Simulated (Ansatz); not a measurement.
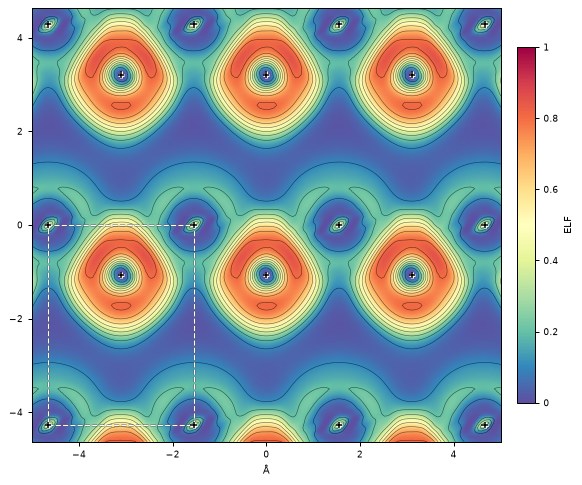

The electron localisation function on a plane through atoms (crosses mark nuclei in the plane).

The calculation used DFT r2SCAN, scalar-relativistic, plane waves, PAW (Ansatz).

Candidates:
A. Ge, a = 2.77 Å, b = 5.10 Å, c = 2.65 Å, α = 90.00°, β = 90.00°, γ = 90.00°. Space group Cmmm; a structure from a database of computed crystals, not necessarily the ambient phase.
B. GaN, a = 3.11 Å, b = 3.11 Å, c = 4.28 Å, α = 90.00°, β = 90.00°, γ = 90.00°. Space group I-4m2; a structure from a database of computed crystals, not necessarily the ambient phase; changed on purpose from its base cell (strain -0.025 along x and y, -0.050 along z, atoms carried along); computed pressure about 23 GPa in this cell.
C. Au, a = 2.90 Å, b = 2.90 Å, c = 4.73 Å, α = 90.00°, β = 90.00°, γ = 120.00°. Space group P6₃/mmc; changed on purpose from its base cell (strain +0.000 along x and y, -0.030 along z, atoms carried along); computed pressure about 3 GPa in this cell.

> Which candidate gave the map?

Candidate B: GaN on the (100) plane of the conventional cell, which holds Ga and N. Ga–N (1.89 Å): the ELF peaks at about 0.85 in the valence shell of N, 0.7 Å from its nucleus, and is about 0.50 at the midpoint.
